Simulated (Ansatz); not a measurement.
**Two runs on SnO$_{2}$**

System: SnO$_{2}$ (P2/m, 3 atoms in the cell).
Method of run A: Kohn-Sham DFT of a periodic cell, PBE, Ansatz PAW, no spin polarisation (Ansatz 0.2.0).

The structure was built on a prototype by a generator; it need not be a known phase. Text and figures count atoms from 1; the logs count them from 0 in places.

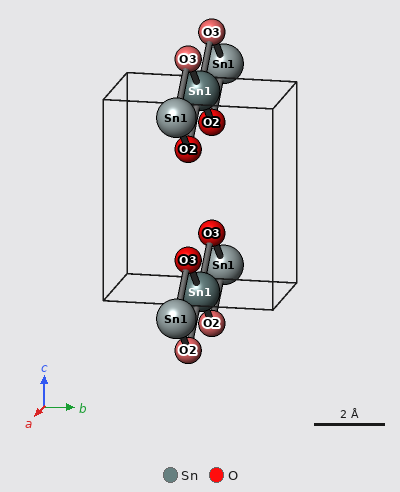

Figure 1. The input geometry (ball-and-stick view of the cell of the calculation, seen slightly off an axis; neighbours outside the cell are drawn fainter; atoms are numbered from 1 in the order of the input). An atom can appear more than once, as a periodic image.

## Input, run A
```yaml
crystal:
  lattice:
    - [3.02327, -0.0302327, 0.0]
    - [-0.0496468, 4.96468, 0.0]
    - [0.0, 0.0, 5.97696]
  atoms:
    - { symbol: Sn, position: [0.5, 0.5, 0.0] }
    - { symbol: O, position: [0.0, 0.5, 0.77572] }
    - { symbol: O, position: [0.0, 0.5, 0.22428] }
hamiltonian:
  xc: pbe
  pseudopotentials: { kind: paw }
kpoints:
  mp_grid: { grid: [9, 6, 5] }
scf:
  occupations: { method: fermi_dirac, width: 0.05 }
output:
  forces: true
  stress: true
  eigenvalues: true
  write_density: true
  write_potential: true
  elf: true
  volumetric_format: npy
```

Command:
```bash
ansatz run input.yaml --threads 2 --pin off --max-ram 5632MiB --backend cpu --events-out ev --progress --plain --runs-dir out
```

Hardware: 2 threads of Arm Neoverse V2, 24 GiB of memory available, shared host.

## Output, shortened to warnings, some set-up lines, iterations and results (run A)
```
WARN: The input density's exchange-correlation potential varies sharply where the density is thin. Do not read a vacuum level from v_tot or v_xc, or from such a field of the output density. On a cell that repeats whose density bears no net charge and no dipole along the vacuum's axis use v_es (v_loc + v_h of the components); under efield.dipole_correction with no amplitude use v_es + v_field, …
Basis set: ecut = 420 eV, 1731 PW (Γ), exchange–correlation on 48×72×80 points (8 copies of the dense FFT grid, shifted against one another)
Symmetry: 4 space group operations
k-points: 84 of 270
Initial density: superposition of atomic densities (neutral atoms: chi_scale 0, normalization atom), corrected by the library's trained network
[...]
SCF iter   1: F=—  HF=-7156.495441 eV  |F-HF|=—  |Δ(HF+E_count)|=         —  Δρ=4.19e-3  dr2=1.01e-2  ethr=1.77e-3  ⟨swp⟩=6.1  Hψ=8264  notcnv=0
SCF iter   2: F=—  HF=-7156.498646 eV  |F-HF|=—  |Δ(HF+E_count)|=   3.21e-3  Δρ=2.44e-3  dr2=3.49e-3  ethr=3.89e-5  ⟨swp⟩=2.5  Hψ=3203  notcnv=0
SCF iter   3: F=—  HF=-7156.499093 eV  |F-HF|=—  |Δ(HF+E_count)|=   4.47e-4  Δρ=1.23e-3  dr2=1.07e-3  ethr=1.34e-5  ⟨swp⟩=2.1  Hψ=2343  notcnv=0
SCF iter   4: F=—  HF=-7156.499149 eV  |F-HF|=—  |Δ(HF+E_count)|=   5.57e-5  Δρ=3.01e-4  dr2=5.15e-5  ethr=4.10e-6  ⟨swp⟩=2.0  Hψ=2110  notcnv=0
SCF iter   5: F=—  HF=-7156.499079 eV  |F-HF|=—  |Δ(HF+E_count)|=   7.03e-5  Δρ=5.22e-5  dr2=1.35e-6  ethr=1.98e-7  ⟨swp⟩=2.0  Hψ=2097  notcnv=0
SCF iter   6: F=-7156.499081 eV  HF=-7156.499081 eV  |F-HF|=1.14e-8  |Δ(HF+E_count)|=   2.30e-6  Δρ=6.08e-6  dr2=3.14e-8  ethr=3.85e-10  ⟨swp⟩=9.4  Hψ=11601  notcnv=0
SCF 1 converged in 6 iterations: F = -7156.499081 eV  dr2 = 3.14e-8
WARN: The input density's exchange-correlation potential varies sharply where the density is thin. Do not read a vacuum level from v_tot or v_xc, or from such a field of the output density. On a cell that repeats whose density bears no net charge and no dipole along the vacuum's axis use v_es …
SCF converged after 6 iterations
Free energy (F): -7156.499081 eV
Harris-Foulkes:  -7156.499081 eV  (|F-HF|=1.14e-8)
Internal energy: -7156.499081 eV  (E = F + TS)
E sigma→0 (E₀):  -7156.499081 eV
Entropy (-TS):   -0.000000 eV (-0.000 meV/atom)
Fermi energy:    0.721082 eV
--- Per-component energies (eV) ---
  E_band       = -301.282938
  E_kinetic    = 533.353552
[...]
```

For run B the input was changed thus:
```diff
-    - [3.02327, -0.0302327, 0.0]
-    - [-0.0496468, 4.96468, 0.0]
+    - [3.02327, -0.01511635, 0.0]
+    - [-0.0248234, 4.96468, 0.0]
```

What does this change do to the results?

With the same functional and potentials, run B lies 0.02 meV per atom higher. The number of SCF iterations is the same. The plane waves at Γ go from 1731 to 1721.

## Output, shortened to warnings, some set-up lines, iterations and results (run B)
```
WARN: The input density's exchange-correlation potential varies sharply where the density is thin. Do not read a vacuum level from v_tot or v_xc, or from such a field of the output density. On a cell that repeats whose density bears no net charge and no dipole along the vacuum's axis use v_es (v_loc + v_h of the components); under efield.dipole_correction with no amplitude use v_es + v_field, …
Basis set: ecut = 420 eV, 1721 PW (Γ), exchange–correlation on 48×72×80 points (8 copies of the dense FFT grid, shifted against one another)
Symmetry: 4 space group operations
k-points: 84 of 270
Initial density: superposition of atomic densities (neutral atoms: chi_scale 0, normalization atom), corrected by the library's trained network
[...]
SCF iter   1: F=—  HF=-7156.495460 eV  |F-HF|=—  |Δ(HF+E_count)|=         —  Δρ=4.19e-3  dr2=1.01e-2  ethr=1.77e-3  ⟨swp⟩=6.1  Hψ=8260  notcnv=0
SCF iter   2: F=—  HF=-7156.498621 eV  |F-HF|=—  |Δ(HF+E_count)|=   3.16e-3  Δρ=2.44e-3  dr2=3.53e-3  ethr=3.89e-5  ⟨swp⟩=2.5  Hψ=3216  notcnv=0
SCF iter   3: F=—  HF=-7156.499037 eV  |F-HF|=—  |Δ(HF+E_count)|=   4.15e-4  Δρ=1.23e-3  dr2=1.06e-3  ethr=1.36e-5  ⟨swp⟩=2.1  Hψ=2342  notcnv=0
SCF iter   4: F=—  HF=-7156.499102 eV  |F-HF|=—  |Δ(HF+E_count)|=   6.56e-5  Δρ=3.14e-4  dr2=5.73e-5  ethr=4.09e-6  ⟨swp⟩=2.0  Hψ=2112  notcnv=0
SCF iter   5: F=—  HF=-7156.499032 eV  |F-HF|=—  |Δ(HF+E_count)|=   7.00e-5  Δρ=5.42e-5  dr2=1.48e-6  ethr=2.20e-7  ⟨swp⟩=2.0  Hψ=2099  notcnv=0
SCF iter   6: F=-7156.499035 eV  HF=-7156.499035 eV  |F-HF|=1.49e-8  |Δ(HF+E_count)|=   2.34e-6  Δρ=6.27e-6  dr2=3.08e-8  ethr=3.85e-10  ⟨swp⟩=9.4  Hψ=11665  notcnv=0
SCF 1 converged in 6 iterations: F = -7156.499035 eV  dr2 = 3.08e-8
WARN: The input density's exchange-correlation potential varies sharply where the density is thin. Do not read a vacuum level from v_tot or v_xc, or from such a field of the output density. On a cell that repeats whose density bears no net charge and no dipole along the vacuum's axis use v_es …
SCF converged after 6 iterations
Free energy (F): -7156.499035 eV
Harris-Foulkes:  -7156.499035 eV  (|F-HF|=1.49e-8)
Internal energy: -7156.499035 eV  (E = F + TS)
E sigma→0 (E₀):  -7156.499035 eV
Entropy (-TS):   -0.000000 eV (-0.000 meV/atom)
Fermi energy:    0.720814 eV
--- Per-component energies (eV) ---
  E_band       = -301.293889
  E_kinetic    = 533.356706
[...]
```

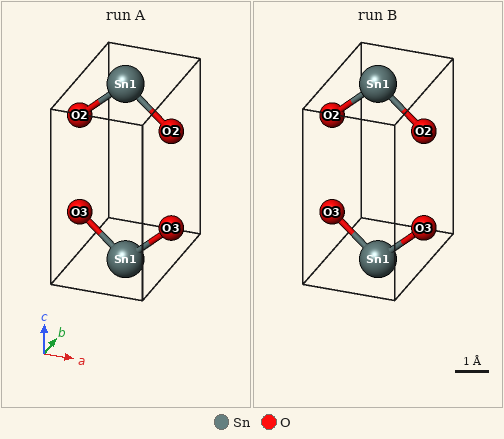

Figure 2. The two input geometries at one scale (ball-and-stick view of the cell of the calculation, seen at an oblique angle). The atoms keep their places relative to the cell (all moves are under 0.005 Å). The drawn cell changes at constant volume: a stays at 3.023 Å, b stays at 4.965 Å, c stays at 5.977 Å, γ 91.1° → 90.6°.

## The two runs side by side

| quantity | run A | run B |
| --- | --- | --- |
| outcome | converged | converged |
| free energy per atom (eV) | −2385.4997 | −2385.4997 |
| gap on the mesh (eV) | 1.31 | 1.31 |
| pressure (GPa) | 0.47 | 0.47 |
| largest force (eV/Å) | 0.001 | 0.001 |
| SCF iterations | 6 | 6 |
| irreducible k-points | 84 | 84 |
| plane waves at Γ | 1731 | 1721 |
| wall time (shared host) | 4.2 s | 4.2 s |

For both runs: Warnings: the exchange-correlation potential is rough where the density is thin.
